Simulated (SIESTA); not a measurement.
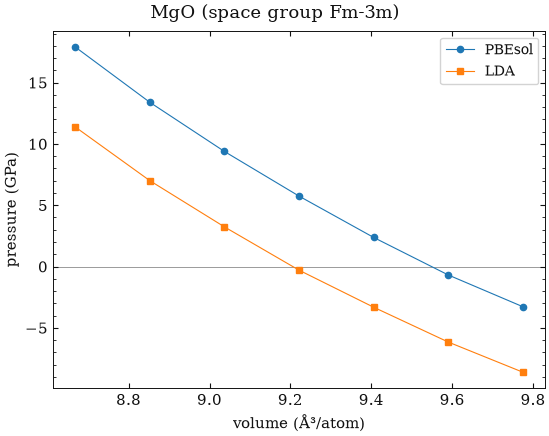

How it was computed, with SIESTA 5.4.2: DFT in numerical atomic orbitals with pseudopotentials, no spin polarisation; energies at scaled volumes of the given cell, shape and fractions fixed, counted from the fit's minimum, third-order Birch-Murnaghan fit. All runs: no spin polarisation.

- k mesh: 11×11×11
- occupations: Fermi–Dirac
- smearing width: 0.05 eV
- potentials: PseudoDojo 0.4 standard, converted to PSML, two zetas on semicore shells

**Figure.** Pressure against volume, with one curve for each functional, for MgO (space group Fm-3m).

The fitted equilibrium volumes, smallest first, are LDA 9.207, PBEsol 9.549 Å³/atom. The fitted bulk moduli, smallest first, are PBEsol 152.3, LDA 164.6 GPa. For PBEsol, the pressure falls from 17.90 GPa at volume 8.6681 Å³/atom to −3.28 GPa at 9.7747 Å³/atom, and changes sign near 9.55 Å³/atom. For LDA, the pressure falls from 11.38 GPa at volume 8.6681 Å³/atom to −8.62 GPa at 9.7747 Å³/atom, and changes sign near 9.21 Å³/atom.

Keep in mind: mulliken charges of long orbitals.
